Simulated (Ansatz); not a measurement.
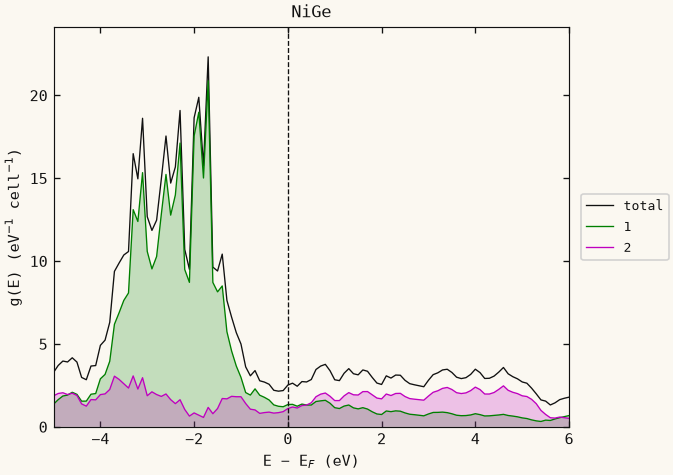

Density of states. Energies are counted from the Fermi level. The partial curves are projected on Löwdin-orthogonalised atomic shells.

The material is NiGe, space group Pnma, 8 atoms in the cell; a = 5.31 Å, b = 3.44 Å, c = 5.74 Å, α = 90.00°, β = 90.00°, γ = 90.00°.

Level of theory: DFT PBEsol, scalar-relativistic, plane waves, PAW, no spin polarisation, 8×10×6 k mesh, 420 eV cutoff, Gaussian smearing of 0.1 eV; code Ansatz 0.2.0.

Assign each number in the legend. The candidates: Ge, Ni.

Answer. 1 is Ni; 2 is Ge.

Metal or insulator, and how many states lie at the Fermi level?

Answer. It is a metal. The density of states at the Fermi level is about 2.4 per eV and cell (mean within 0.25 eV), or 0.3 per atom.

The run has no spin polarisation, so a magnetic state may lie lower.
